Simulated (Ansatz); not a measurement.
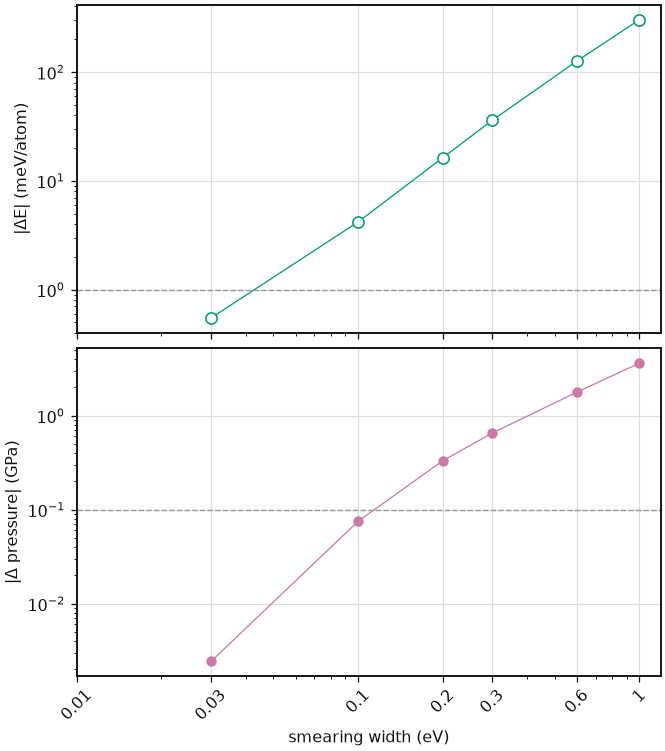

Scan of the smearing width.
Pt (Fm-3m, 1 atom in the cell); Ansatz 0.2.0, DFT, LDA (PW92), plane waves (420 eV) with PAW, scalar-relativistic; 14×14×14 k-mesh, Gaussian smearing.
ΔE is the free energy less its value at the smallest setting, 0.01 eV.
Dashed lines or grey bands mark the tolerance: 1 meV/atom and 0.1 GPa.
On logarithmic panels, open markers lie below the reference value and filled ones above.

What is enough for the free energy to 1 meV/atom?

Answer. The free energy is within 1 meV/atom of the smallest setting's value from 0.03 eV down. It is off by 300 meV/atom at 1 eV, 36 meV/atom at 0.3 eV and 4.2 meV/atom at 0.1 eV (always below it). The free energy falls with the width because it holds the −TS term of the fractional occupations.

How does the pressure behave (tolerance 0.1 GPa)?

Answer. The pressure is within 0.1 GPa of the smallest setting's value from 0.1 eV down. It is off by 3.6 GPa at 1 eV, 0.65 GPa at 0.3 eV and 0.33 GPa at 0.2 eV (always above it).
